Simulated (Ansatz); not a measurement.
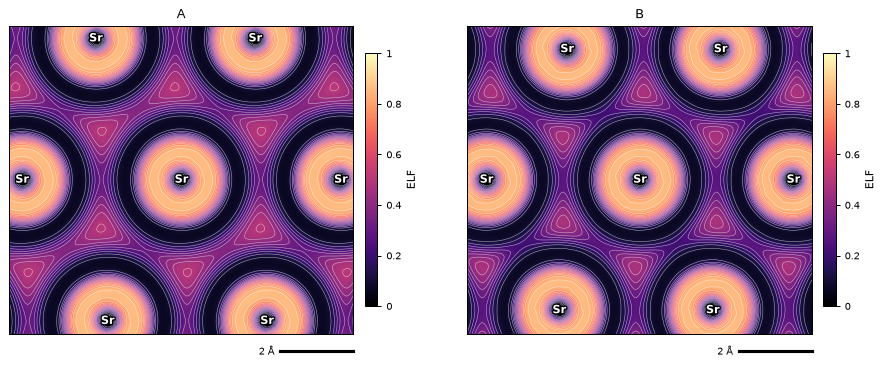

Sr. The electron localisation function of two cells that differ in size and shape, on the (001) plane of each (indices in the axes of the calculation cell), at one length scale and on one colour scale: A has 60.5 Å³ an atom and B 50.8.

Space group I4/mmm.

The calculation used DFT PBE, scalar-relativistic, plane waves, PAW (Ansatz 0.2.0).

> What changes from the larger cell to the smaller?

From the larger cell to the smaller, Sr–Sr goes from 4.36 to 4.09 Å, and the density at its midpoint from 0.04 to 0.05 e/Å³, the ELF there from 0.30 to 0.20; the pressure goes from −1.0 to 1.0 GPa.
